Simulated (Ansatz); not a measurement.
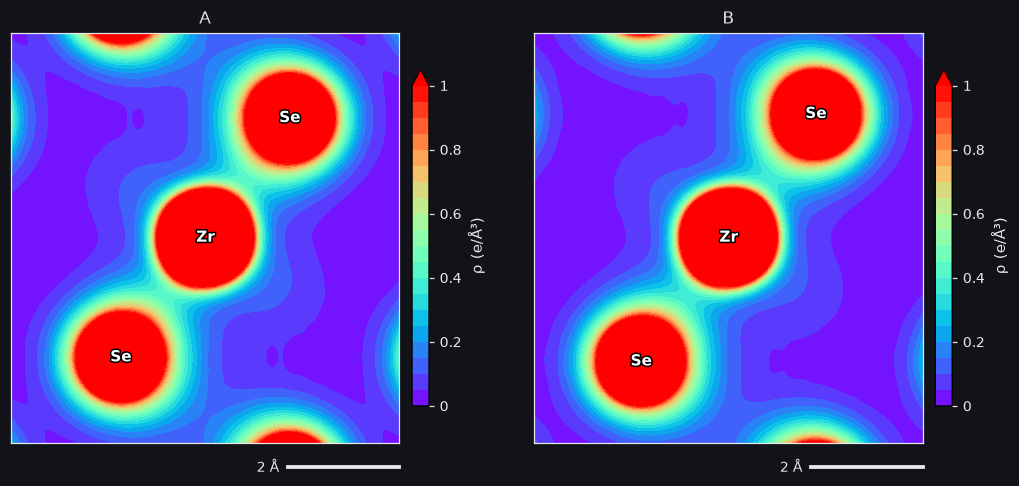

ZrSe₂. The valence pseudo-density of two cells that differ in size, on the (110) plane of each (indices in the axes of the calculation cell), at one length scale and on one colour scale; one has 24.2 and the other 26.8 Å³ an atom.

Space group P-3m1.

These are results of Kohn-Sham DFT of a periodic cell, PBEsol, Ansatz PAW in Ansatz, not measurements.

Q: Which panel shows the smaller cell, and what does the compression change?

A: Panel A is the smaller cell, by 10 % in volume. From the larger cell to the smaller, Zr–Se goes from 2.72 to 2.63 Å, and the density at its midpoint from 0.38 to 0.43 e/Å³; the pressure goes from −4.0 to 4.2 GPa; the Kohn–Sham gap goes from 0.40 eV to 0.29 eV.
